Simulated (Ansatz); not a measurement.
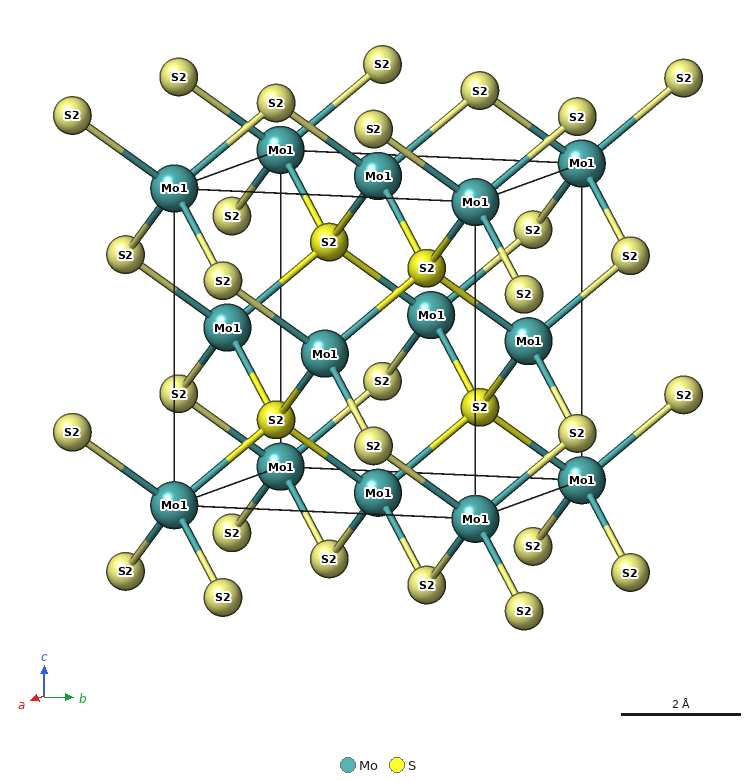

Fig. 1: The structure (ball-and-stick view of the cell 4 times as large as that of the calculation, set on its symmetry axes, seen slightly off an axis; neighbours outside the cell are drawn fainter; atoms are numbered from 1 in the order of the input). An atom can appear more than once, as a periodic image.

**MoS: a changed input and its effect**

System: MoS (F-43m, 2 atoms in the cell).
Method of run A: DFT r2SCAN, scalar-relativistic, plane waves, PAW, spin-polarised (Ansatz 0.2.0).

The structure was built on a prototype by a generator; it need not be a known phase. Text and figures count atoms from 1; the logs count them from 0 in places.

Input, run A:
```yaml
crystal:
  lattice:
    - [0.0, 2.6953869343, 2.6953869343]
    - [2.6953869343, 0.0, 2.6953869343]
    - [2.6953869343, 2.6953869343, 0.0]
  atoms:
    - { symbol: Mo, position: [0.0, 0.0, 0.0], spin: 0.9 }
    - { symbol: S, position: [0.25, 0.25, 0.25] }
basis:
  ecutwfc: 500
  ecutrho_ratio: 4
kpoints:
  mp_grid: { grid: [12, 12, 12] }
hamiltonian:
  xc: r2scan
scf:
  occupations: { method: gaussian, width: 0.05 }
output:
  forces: true
  stress: true
  eigenvalues: true
  populations: true
magnetization:
  spin_polarized: true
```

Launched with:
```bash
ansatz run input.yaml --threads 2 --pin off --max-ram 2662MiB --backend cpu --events-out ev --progress --plain --runs-dir out
```

Hardware: 2 threads of Arm Neoverse V2, 24 GiB of memory available, shared host.

Output, shortened to warnings, some set-up lines, iterations and results (run A):
```
Basis set: ecut = 500 eV, 965 PW (Γ), exchange–correlation on 120×120×120 points (64 copies of the dense FFT grid, shifted against one another)
Symmetry: 24 space group operations
k-points: 72 of 1728 (time reversal used)
Initial density: superposition of atomic densities (chi_scale 0.1, normalization cell)
[...]
SCF iter   1: F=—  HF=-5874.171302 eV  |F-HF|=—  |Δ(HF+E_count)|=         —  Δρ=3.60e-2 (↑3.60e-2 ↓3.14e-2)  dr2=2.38e0  dr2_τ=3.34e-2  dr2_m=1.60e-2  M=0.773 μB ∫|m|=0.802 …
SCF iter   2: F=—  HF=-5873.784369 eV  |F-HF|=—  |Δ(HF+E_count)|=   3.87e-1  Δρ=2.33e-2 (↑2.29e-2 ↓2.33e-2)  dr2=1.02e0  dr2_τ=5.26e-3  dr2_m=8.17e-3  M=0.850 μB ∫|m|=0.883 …
SCF iter   3: F=—  HF=-5873.487346 eV  |F-HF|=—  |Δ(HF+E_count)|=   2.97e-1  Δρ=1.05e-2 (↑1.05e-2 ↓9.92e-3)  dr2=6.23e-2  dr2_τ=1.53e-3  dr2_m=1.21e-2  M=0.996 μB ∫|m|=1.040 …
SCF iter   4: F=—  HF=-5873.567852 eV  |F-HF|=—  |Δ(HF+E_count)|=         —  Δρ=8.55e-3 (↑8.55e-3 ↓7.47e-3)  dr2=2.73e-2  dr2_τ=2.05e-3  dr2_m=1.18e-2  M=1.228 μB ∫|m|=1.273 …
SCF iter   5: F=—  HF=-5873.579155 eV  |F-HF|=—  |Δ(HF+E_count)|=   1.13e-2  Δρ=4.64e-3 (↑4.64e-3 ↓4.36e-3)  dr2=1.71e-2  dr2_τ=3.32e-4  dr2_m=7.35e-4  M=1.261 μB ∫|m|=1.325 …
[... 7 lines ...]
SCF iter  13: F=—  HF=-5873.582424 eV  |F-HF|=—  |Δ(HF+E_count)|=   3.54e-6  Δρ=4.35e-5 (↑3.27e-5 ↓4.35e-5)  dr2=9.76e-7  dr2_τ=5.49e-8  dr2_m=2.90e-7  M=1.235 μB ∫|m|=1.302 …
SCF iter  14: F=—  HF=-5873.582427 eV  |F-HF|=—  |Δ(HF+E_count)|=   2.86e-6  Δρ=2.28e-5 (↑2.28e-5 ↓2.14e-5)  dr2=1.15e-7  dr2_τ=2.40e-8  dr2_m=1.50e-7  M=1.235 μB ∫|m|=1.302 …
SCF iter  15: F=—  HF=-5873.582427 eV  |F-HF|=—  |Δ(HF+E_count)|=   1.06e-7  Δρ=6.75e-6 (↑6.75e-6 ↓6.51e-6)  dr2=5.87e-8  dr2_τ=3.88e-10  dr2_m=1.39e-9  M=1.235 μB ∫|m|=1.302 …
SCF iter  16: F=-5873.582427 eV  HF=-5873.582427 eV  |F-HF|=8.83e-9  |Δ(HF+E_count)|=   4.22e-8  Δρ=3.71e-6 (↑3.71e-6 ↓3.70e-6)  dr2=2.02e-8  dr2_τ=2.18e-10  dr2_m=1.06e-9  …
SCF 1 converged in 16 iterations: F = -5873.582427 eV  dr2 = 2.02e-8
this state was not tested for a lower state beside it, because the mixer in use, unlike msr1, does not test its closes by its own steps (another_mixer; see scf.mixing.algorithm and scf.lower_state_search)
SCF converged after 16 iterations
Magnetization: 1.2349 μB (10.6175 up, 9.3825 down)
Absolute magnetization: 1.3022 μB (∫|ρ↑−ρ↓|, with the PAW one-centre terms)
Spin contamination: 0.0249 ħ² per cell (⟨S²⟩ above its minimum at these occupations)
Per-site moments (μB) at R_I (Å): [(0.8287292321088053, 0.9628878427296388), (0.003878285220960925, 0.9628878427296388)]
Free energy (F): -5873.582427 eV
Harris-Foulkes:  -5873.582427 eV  (|F-HF|=8.83e-9)
Internal energy: -5873.580740 eV  (E = F + TS)
E sigma→0 (E₀):  -5873.581583 eV
Entropy (-TS):   -0.001687 eV (-0.843 meV/atom)
Fermi energy:    11.845760 eV
--- Per-component energies (eV) ---
  E_band       = -176.802678
  E_kinetic    = 550.209102
  E_local      = -1376.082025  (includes V_loc(G=0)·N_el)
  E_nonlocal   = 172.904646
  E_hartree    = 478.064981
  E_xc         = -269.786209
  E_vxc        = -349.974621  (∫ρ·V_xc dr)
  E_paw        = -3827.980623  (= ΣΔE_a)
  E_vpaw       = -151.310009  (= ΣTr[D̂ρ^β])
  E_aug_tail   = 0.000004  (compensation charges beyond the density's cutoff)
  E_vtau       = 21.317623  (kinetic-family band-sum trace: ∫τ·v_τ [+ j·A + Jᵃ·Aᵃ] dr)
  E_ewald      = -1600.579645
  E_core_change = -0.330970  (= ΣΔE_core)
  E_smearing   = -0.001687  (= −TS)
  E_closure    = 0.000000  (closes the sum)
  Σ components = -5873.582427   (vs F -5873.582427, Δ=0.00e0)
--- Forces (eV/Å), atoms counted from 1 ---
  atom   1  Mo     0.00000000    -0.00000000     0.00000000
  atom   2  S      0.00000000     0.00000000    -0.00000000
  max |Σ_I F_I| component: 1.17e-16 eV/Å
--- Stress (GPa, compression-positive) ---
       -2.435712      -0.000000       0.000000
       -0.000000      -2.435712      -0.000000
        0.000000      -0.000000      -2.435712
  P = ⅓ Tr σ = -2.4357 GPa (-24.357 kbar)
--- Löwdin populations: 2 sites ---
  site symbol       q [e]    m [muB]
     0     Mo     13.8307     1.2360
     1      S      5.9664    -0.0305
  spilling = 0.010143 (of n_electrons = 20.000000)
```

For run B the input was changed thus:
```diff
-    - [0.0, 2.6953869343, 2.6953869343]
-    - [2.6953869343, 0.0, 2.6953869343]
-    - [2.6953869343, 2.6953869343, 0.0]
+    - [0.0, 2.659682241, 2.659682241]
+    - [2.659682241, 0.0, 2.659682241]
+    - [2.659682241, 2.659682241, 0.0]
```

How does run B compare with run A?

With the same functional and potentials, run B lies 0.8 meV per atom higher. The pressure goes from −2.44 to 2.99 GPa. The volume per atom goes from 19.58 to 18.81 Å³. The cell is scaled evenly with the atoms at fixed fractional positions, so −ΔP/Δ ln V estimates the bulk modulus midway between the two volumes: about 140 GPa. The number of SCF iterations is the same. The plane waves at Γ go from 965 to 941.

Output, shortened to warnings, some set-up lines, iterations and results (run B):
```
Basis set: ecut = 500 eV, 941 PW (Γ), exchange–correlation on 120×120×120 points (64 copies of the dense FFT grid, shifted against one another)
Symmetry: 24 space group operations
k-points: 72 of 1728 (time reversal used)
Initial density: superposition of atomic densities (chi_scale 0.1, normalization cell)
[...]
SCF iter   1: F=—  HF=-5874.251197 eV  |F-HF|=—  |Δ(HF+E_count)|=         —  Δρ=3.73e-2 (↑3.73e-2 ↓3.19e-2)  dr2=2.37e0  dr2_τ=3.41e-2  dr2_m=1.60e-2  M=0.738 μB ∫|m|=0.767 …
SCF iter   2: F=—  HF=-5873.808782 eV  |F-HF|=—  |Δ(HF+E_count)|=   4.42e-1  Δρ=2.36e-2 (↑2.35e-2 ↓2.36e-2)  dr2=1.01e0  dr2_τ=5.12e-3  dr2_m=5.35e-3  M=0.788 μB ∫|m|=0.822 …
SCF iter   3: F=—  HF=-5873.477805 eV  |F-HF|=—  |Δ(HF+E_count)|=   3.31e-1  Δρ=1.06e-2 (↑1.06e-2 ↓1.01e-2)  dr2=6.24e-2  dr2_τ=1.51e-3  dr2_m=1.13e-2  M=0.880 μB ∫|m|=0.929 …
SCF iter   4: F=—  HF=-5873.558275 eV  |F-HF|=—  |Δ(HF+E_count)|=         —  Δρ=1.04e-2 (↑1.04e-2 ↓8.84e-3)  dr2=2.94e-2  dr2_τ=3.22e-3  dr2_m=2.02e-2  M=1.187 μB ∫|m|=1.225 …
SCF iter   5: F=—  HF=-5873.578803 eV  |F-HF|=—  |Δ(HF+E_count)|=   2.05e-2  Δρ=5.46e-3 (↑5.46e-3 ↓4.71e-3)  dr2=1.83e-2  dr2_τ=3.68e-4  dr2_m=1.97e-3  M=1.231 μB ∫|m|=1.283 …
[... 7 lines ...]
SCF iter  13: F=—  HF=-5873.580775 eV  |F-HF|=—  |Δ(HF+E_count)|=   2.90e-6  Δρ=2.61e-5 (↑2.24e-5 ↓2.61e-5)  dr2=6.09e-7  dr2_τ=1.10e-8  dr2_m=3.25e-8  M=1.224 μB ∫|m|=1.283 …
SCF iter  14: F=—  HF=-5873.580777 eV  |F-HF|=—  |Δ(HF+E_count)|=   1.98e-6  Δρ=9.17e-6 (↑9.17e-6 ↓8.37e-6)  dr2=9.61e-8  dr2_τ=7.71e-10  dr2_m=6.46e-9  M=1.224 μB ∫|m|=1.283 …
SCF iter  15: F=—  HF=-5873.580777 eV  |F-HF|=—  |Δ(HF+E_count)|=   6.77e-8  Δρ=6.26e-6 (↑5.62e-6 ↓6.26e-6)  dr2=5.18e-8  dr2_τ=2.79e-10  dr2_m=5.73e-10  M=1.224 μB …
SCF iter  16: F=-5873.580777 eV  HF=-5873.580777 eV  |F-HF|=4.31e-9  |Δ(HF+E_count)|=   2.97e-8  Δρ=3.29e-6 (↑2.06e-6 ↓3.29e-6)  dr2=8.93e-9  dr2_τ=2.08e-10  dr2_m=9.33e-10  …
SCF 1 converged in 16 iterations: F = -5873.580777 eV  dr2 = 8.93e-9
this state was not tested for a lower state beside it, because the mixer in use, unlike msr1, does not test its closes by its own steps (another_mixer; see scf.mixing.algorithm and scf.lower_state_search)
SCF converged after 16 iterations
Magnetization: 1.2243 μB (10.6121 up, 9.3879 down)
Absolute magnetization: 1.2831 μB (∫|ρ↑−ρ↓|, with the PAW one-centre terms)
Spin contamination: 0.0213 ħ² per cell (⟨S²⟩ above its minimum at these occupations)
Per-site moments (μB) at R_I (Å): [(0.8000964811478408, 0.9501328595138844), (0.010808283480153183, 0.9501328595138844)]
Free energy (F): -5873.580777 eV
Harris-Foulkes:  -5873.580777 eV  (|F-HF|=4.31e-9)
Internal energy: -5873.579363 eV  (E = F + TS)
E sigma→0 (E₀):  -5873.580070 eV
Entropy (-TS):   -0.001414 eV (-0.707 meV/atom)
Fermi energy:    12.434394 eV
--- Per-component energies (eV) ---
  E_band       = -165.237444
  E_kinetic    = 552.520281
  E_local      = -1346.523113  (includes V_loc(G=0)·N_el)
  E_nonlocal   = 173.052481
  E_hartree    = 468.540226
  E_xc         = -270.623824
  E_vxc        = -351.227459  (∫ρ·V_xc dr)
  E_paw        = -3828.147947  (= ΣΔE_a)
  E_vpaw       = -151.533456  (= ΣTr[D̂ρ^β])
  E_aug_tail   = 0.000002  (compensation charges beyond the density's cutoff)
  E_vtau       = 21.391543  (kinetic-family band-sum trace: ∫τ·v_τ [+ j·A + Jᵃ·Aᵃ] dr)
  E_ewald      = -1622.066500
  E_core_change = -0.330970  (= ΣΔE_core)
  E_smearing   = -0.001414  (= −TS)
  E_closure    = 0.000000  (closes the sum)
  Σ components = -5873.580777   (vs F -5873.580777, Δ=0.00e0)
--- Forces (eV/Å), atoms counted from 1 ---
  atom   1  Mo     0.00000000    -0.00000000    -0.00000000
  atom   2  S     -0.00000000     0.00000000    -0.00000000
  max |Σ_I F_I| component: 1.54e-16 eV/Å
--- Stress (GPa, compression-positive) ---
        2.985026      -0.000000       0.000000
        0.000000       2.985026      -0.000000
        0.000000      -0.000000       2.985026
  P = ⅓ Tr σ = 2.9850 GPa (29.850 kbar)
--- Löwdin populations: 2 sites ---
  site symbol       q [e]    m [muB]
     0     Mo     13.8683     1.2140
     1      S      5.9229    -0.0225
  spilling = 0.010439 (of n_electrons = 20.000000)
```

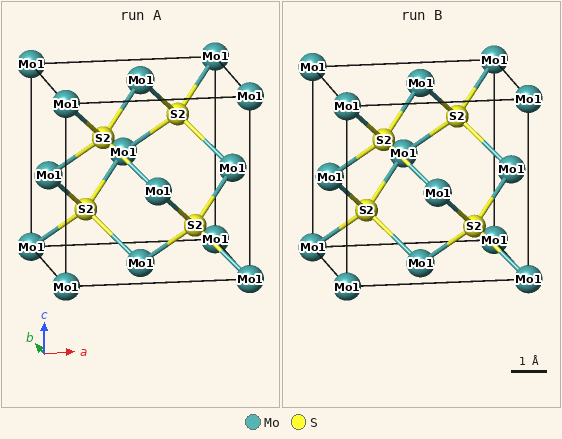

Fig. 2: The two input geometries at one scale (ball-and-stick view of the cell 4 times as large as that of the calculation, set on its symmetry axes, seen slightly off an axis). The atoms keep their places relative to the cell (all moves are under 0.005 Å). The volume changes by −3.9 %, with a = b = c 5.391 → 5.319 Å (−1.3 %). Among the contacts that change: Mo1–S2 2.334 → 2.303 Å.

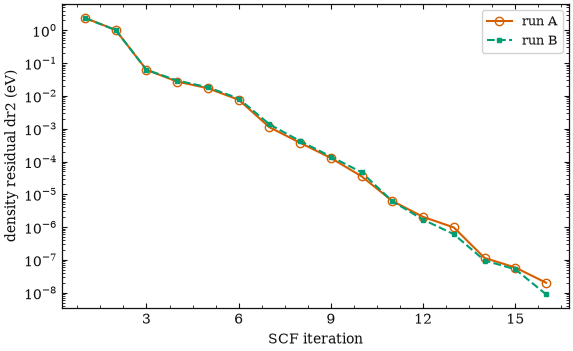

Fig. 3: Convergence of the two runs: density residual dr2 against the SCF iteration. Run A takes 16 iterations in all, and run B takes 16.

The two runs side by side:

| quantity | run A | run B |
| --- | --- | --- |
| outcome | converged | converged |
| free energy per atom (eV) | −2936.7912 | −2936.7904 |
| energy per atom, smearing taken to zero (eV) | −2936.7908 | −2936.7900 |
| gap on the mesh (eV) | 0.00 | 0.00 |
| net moment of the cell (μB) | 1.23 | 1.22 |
| absolute moment of the cell (μB) | 1.30 | 1.28 |
| pressure (GPa) | −2.44 | 2.99 |
| volume per atom (Å³) | 19.58 | 18.81 |
| largest force (eV/Å) | 0.000 | 0.000 |
| SCF iterations | 16 | 16 |
| irreducible k-points | 72 | 72 |
| plane waves at Γ | 965 | 941 |
| wall time (shared host) | 14 s | 14 s |

For both runs: Warnings: the state was not tested for a lower one.
